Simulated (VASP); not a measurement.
System: Cu₂O, space group Pn-3m, 6 atoms in the cell.

Space group Pn-3m:1 (No. 224). a = 4.231 Å, b = 4.231 Å, c = 4.231 Å, α = 90.00°, β = 90.00°, γ = 90.00°
```csv
atom,site,symmetry,x,y,z
Cu,4b,.-3m,0.2500,0.2500,0.2500
O,2a,-43m,0.0000,0.0000,0.0000
```

VASP; r2SCAN, VASP PAW PBE potentials, release 64 (Cu, O), no spin polarisation, no spin-orbit coupling, 6×6×6 k mesh, 520 eV cutoff, Gaussian smearing of 0.03 eV.

What will the density of states look like?

There is a gap; over the k points computed it is 0.81 eV (direct to within 0.02 eV). Within the window shown, the tallest peak of the filled states lies 2.1 eV under the valence-band top, at about 24 states per eV and cell.

The PAW data sets were made with another functional. LDA, GGA and most meta-GGA functionals understate gaps. The cell was relaxed beforehand with PBEsol.

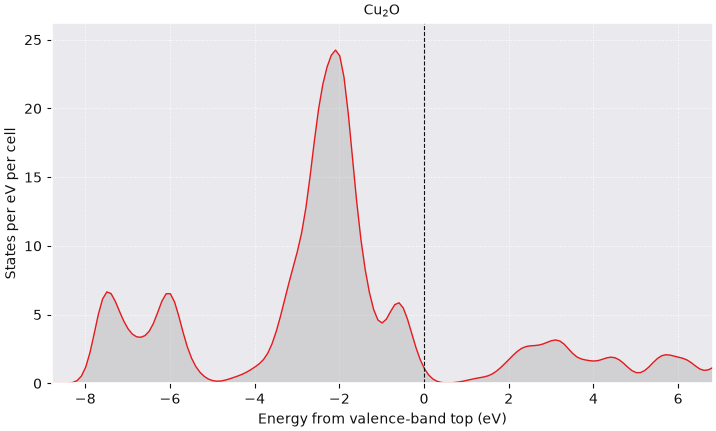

Density of states. Energies are counted from the top of the valence band. The DOS curve is built from the levels of the k mesh with Gaussians 0.55 eV wide, which also blur the band edges; ripples of that width can come from the mesh.
